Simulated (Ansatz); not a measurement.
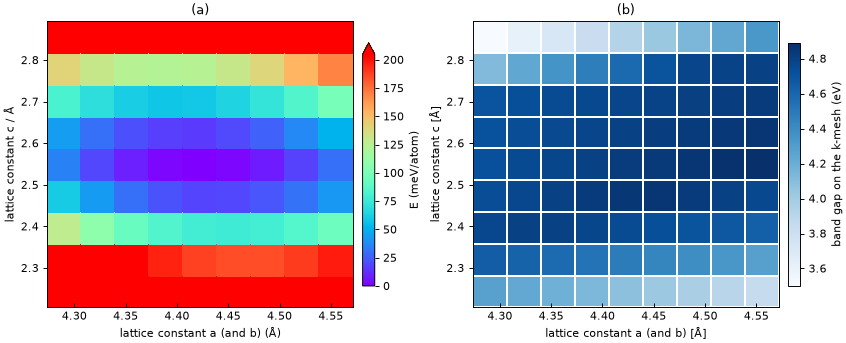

BN (P4_2/mnm, No. 136; 8 atoms in the cell). The energy is mapped over the lattice constants a and c of the conventional cell. The first coordinate is: lattice constant a (and b); the second: lattice constant c. Nothing is relaxed (fractional coordinates fixed). The scan uses a 9 × 9 grid. Points are written as (first, second). All energies are given in meV/atom relative to the lowest grid point. The calculation used DFT PBE, scalar-relativistic, plane waves, PAW (Ansatz). Settings: cutoff 520 eV, k-mesh 6×6×10 in the order of the run's cell vectors, gaussian smearing 0.05 eV, no spin polarisation.

Panel (a) is the energy; panel (b) is the computed band gap on the k-mesh, in eV.

Drawn: one coloured cell a grid point, one colour for all values above the top of the scale.

### How does the band gap on the k-mesh vary over the map, and what is it at the lowest grid point?

It runs from 3.50 eV at (4.290 Å, 2.855 Å) to 4.89 eV at (4.555 Å, 2.549 Å). At the lowest grid point, (4.423 Å, 2.549 Å), it is 4.82 eV.

| lattice constant c ↓, lattice constant a (and b) → | 4.290 | 4.323 | 4.356 | 4.389 | 4.423 | 4.456 | 4.489 | 4.522 | 4.555 |
| --- | --- | --- | --- | --- | --- | --- | --- | --- | --- |
| 2.855 | 3.50 | 3.61 | 3.72 | 3.83 | 3.93 | 4.03 | 4.14 | 4.24 | 4.33 |
| 2.779 | 4.12 | 4.24 | 4.36 | 4.47 | 4.59 | 4.70 | 4.78 | 4.79 | 4.80 |
| 2.702 | 4.71 | 4.73 | 4.75 | 4.76 | 4.78 | 4.79 | 4.81 | 4.82 | 4.83 |
| 2.626 | 4.71 | 4.74 | 4.76 | 4.78 | 4.80 | 4.82 | 4.83 | 4.85 | 4.86 |
| 2.549 | 4.72 | 4.75 | 4.78 | 4.80 | 4.82 | 4.84 | 4.86 | 4.88 | 4.89 |
| 2.473 | 4.74 | 4.77 | 4.80 | 4.83 | 4.85 | 4.86 | 4.83 | 4.80 | 4.76 |
| 2.396 | 4.77 | 4.80 | 4.80 | 4.77 | 4.75 | 4.72 | 4.70 | 4.68 | 4.63 |
| 2.320 | 4.65 | 4.61 | 4.57 | 4.53 | 4.49 | 4.44 | 4.39 | 4.34 | 4.28 |
| 2.243 | 4.27 | 4.23 | 4.18 | 4.13 | 4.08 | 4.03 | 3.97 | 3.91 | 3.85 |

PAW datasets: the set soft_1.
